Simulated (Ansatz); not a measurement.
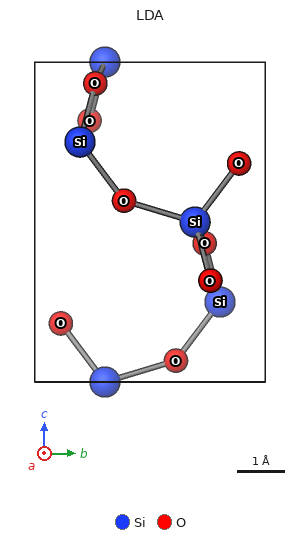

A crystal of SiO₂ (set up in P4_12_12), relaxed (cell and atoms) with several functionals. The picture shows the result with LDA. A ball-and-stick model of the cell of the calculation, seen along the a axis.

Computed with Ansatz 0.2.0: Ansatz PAW. Set-up: plane-wave cutoff 500 eV; k-point mesh 6 × 6 × 4; occupations fermi-dirac; smearing width 0.05 eV; no spin polarisation; cell and atoms relaxed; force threshold 0.01 eV/Å.

| functional | volume (Å³/atom) | a (Å) | c (Å) |
| --- | --- | --- | --- |
| LDA | 14.015 | 4.946 | 6.875 |
| PBEsol | 14.753 | 5.027 | 7.006 |
| PBE | 15.276 | 5.082 | 7.097 |
| r2SCAN | ? | ? | ? |

Fill in the missing row.

With r2SCAN the volume falls between LDA (14.015) and PBEsol (14.753). The calculation gives 14.351 Å³/atom (a = 4.986 Å, c = 6.929 Å). In order of volume: LDA < r2SCAN < PBEsol < PBE; the spread is 9.0 %.
